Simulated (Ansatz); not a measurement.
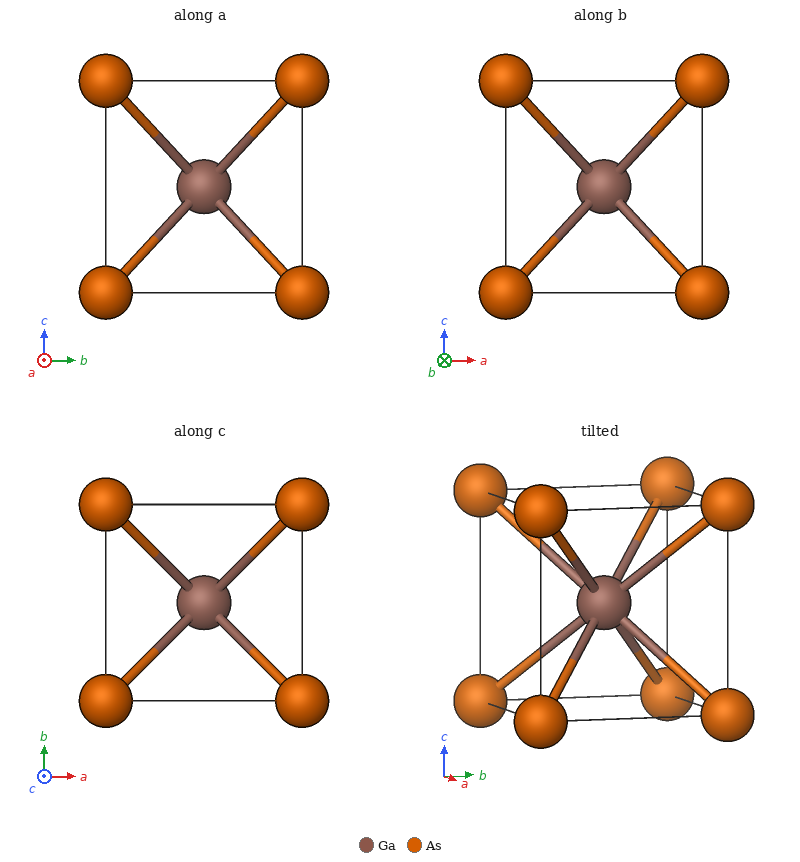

View along the a axis, along the b axis, along the c axis and slightly off an axis, drawn as a ball-and-stick model. One conventional unit cell is framed, with atoms on its boundary repeated.

Lattice parameters: a = 3.257 Å, b = 3.257 Å, c = 3.513 Å, α = 90.00°, β = 90.00°, γ = 90.00°.

### Set out the cell and atoms as a table of Wyckoff sites.

Space group P4/mmm (No. 123).
| atom | site | x | y | z |
| --- | --- | --- | --- | --- |
| Ga | 1d | 0.5000 | 0.5000 | 0.5000 |
| As | 1a | 0.0000 | 0.0000 | 0.0000 |

Provenance: a structure type filled with these elements by a generator (whether the compound takes this form wasn't checked). Earlier steps of the study may have refined or changed the cell and positions. It went into a calculation with Ansatz.
